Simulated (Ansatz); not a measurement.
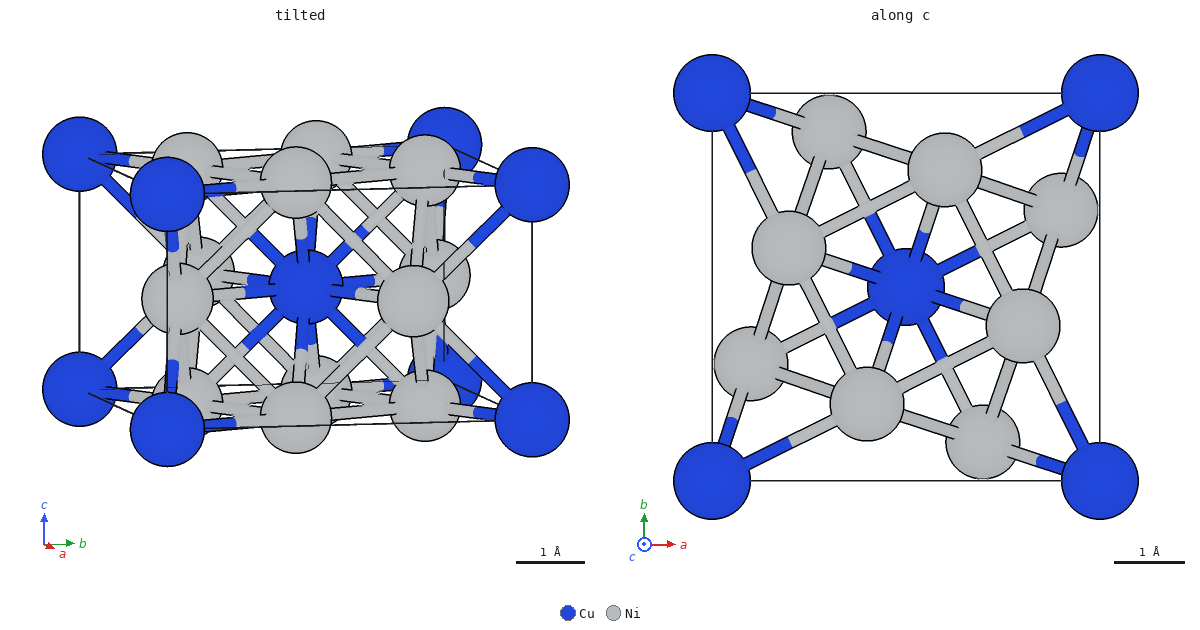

We look at a ball-and-stick model of the crystal slightly off an axis and along the c axis. The parallelepiped is the conventional unit cell. Cell: a = 5.59 Å, b = 5.59 Å, c = 3.53 Å, α = 90.00°, β = 90.00°, γ = 90.00°.

It goes back to a structure type filled with these elements by a generator (whether the compound takes this form wasn't checked). Earlier steps of the study may have refined or changed the cell and positions. An electronic-structure calculation with Ansatz was run on it.

Question: Give a description of the structure.

Answer: Chemical formula CuNi4. The lattice is body-centred tetragonal and the space group I4/m (No. 87). With Z = 2, the cell contains 2 Cu, 8 Ni. Each Cu atom is coordinated by twelve Ni in a cuboctahedral arrangement at about 2.5 Å. The neighbours of Ni are nine Ni and three Cu in a cuboctahedral arrangement (about 2.5 Å to Ni, 2.5 Å to Cu). The bonds build a three-dimensional framework.

The numbers come from DFT PBE, scalar-relativistic, plane waves, PAW (Ansatz), using a basis cut at 420 eV, k-points about 0.18 Å⁻¹ apart, Gaussian smearing of 0.1 eV, no spin polarisation (a spin-restricted run, not always the ground state).

Question: Classify it as metallic or gapped, with the value.

Answer: A metal: bands cross the Fermi level.

Question: What are the atomic charges by Bader's partition?

Answer: Cu +0.03 e; Ni -0.01 e.

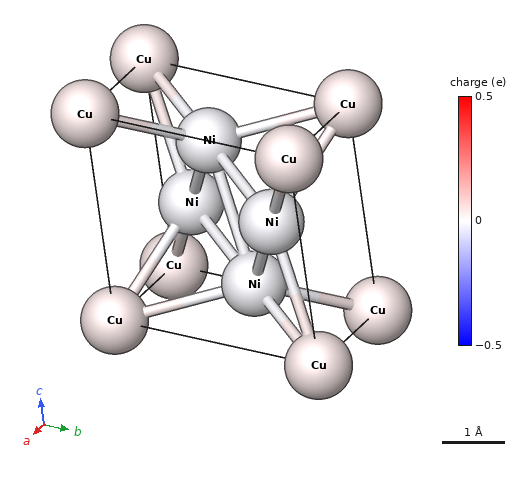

The atoms coloured by those charges. The run's cell of 5 atoms is drawn in a reduced setting, so axes and origin can differ from the first picture.

Question: Does the calculation find this structure at rest?

Answer: Yes. All forces vanish to within 0.01 eV/Å. The pressure is 0.0 GPa, close to zero.
